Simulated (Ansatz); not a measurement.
System: Zn2Si3N.

Input file:

```
crystal:
  lattice:
    - [2.8183632285, 1.6271827686, 3.0491239689]
    - [-2.8183632285, 1.6271827686, 3.0491239689]
    - [0.0, -3.2543655373, 3.0491239689]
  atoms:
    - { symbol: Zn, position: [0.6268480127, 0.6268480127, 0.6268480127] }
    - { symbol: Zn, position: [0.3731519873, 0.3731519873, 0.3731519873] }
    - { symbol: Si, position: [0.0, 0.5, 0.0] }
    - { symbol: Si, position: [0.5, 0.0, 0.0] }
    - { symbol: Si, position: [0.0, 0.0, 0.5] }
    - { symbol: "N", position: [0.0, 0.0, 0.0] }
basis:
  ecutwfc: 420
kpoints:
  mp_grid: { grid: [12, 12, 12] }
hamiltonian:
  xc: pbe
scf:
  occupations: { method: gaussian, width: 0.1 }
output:
  forces: true
  stress: true
  eigenvalues: true
  write_density: true
  write_potential: true
  elf: true
  volumetric_format: npy
relax:
  adjacent_minimum: "off"
  f_tol: 0.01
  max_steps: 80
  cell: { stress_tol: 0.05 }
```

Command:

```sh
ansatz run input.yaml --threads 1 --pin off --max-ram 2560MiB --backend cpu --events-out ev --progress --plain --runs-dir out
```

Below, planes, directions and counts refer to the conventional cell (a = 5.62 Å, b = 5.62 Å, c = 9.19 Å, α = 90.00°, β = 90.00°, γ = 120.00°).

The fields are those of the run's last geometry, not of the input's.

Space group R-3m; a structure generated by program, which may or may not match a known phase; computed without spin polarisation.

Theory: DFT PBE, scalar-relativistic, plane waves, PAW (Ansatz).

> Predict the valence pseudo-density and electron localisation function between the atoms.

Si–N (2.23 Å): ρ is about 0.42 e/Å³ halfway; the ELF peaks at about 0.80 in the valence shell of N, 0.6 Å from its nucleus, and drops to about 0.55 between the two atoms.
Zn–Si (2.50 Å): ρ is about 0.36 e/Å³ halfway; the ELF peaks at about 0.85 in the valence shell of Si, 0.9 Å from its nucleus, and is about 0.55 at the midpoint.

> Does the calculation give a band gap?

It is metallic or semimetallic at this level of theory: no gap opens.

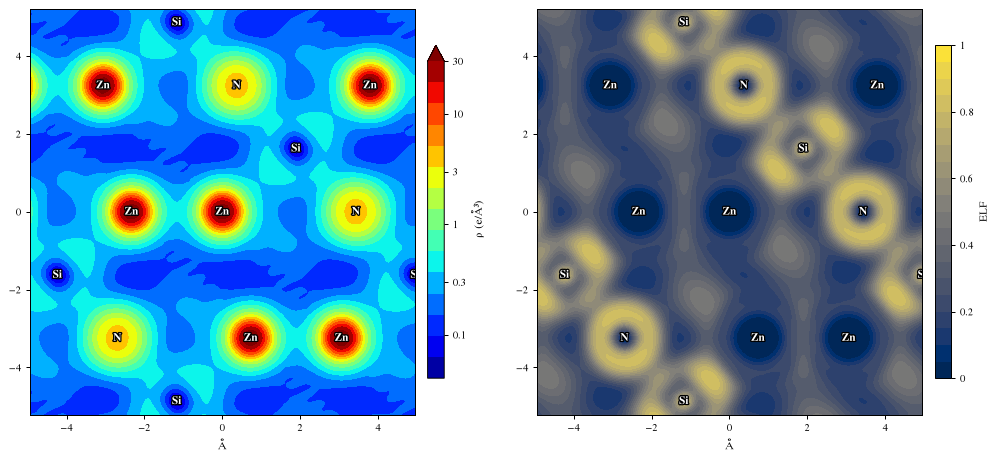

Computed valence pseudo-density and electron localisation function on the (110) plane of the conventional cell, in this order. 

The density is the valence pseudo-density of a PAW calculation; it isn't the true density close to the nuclei.
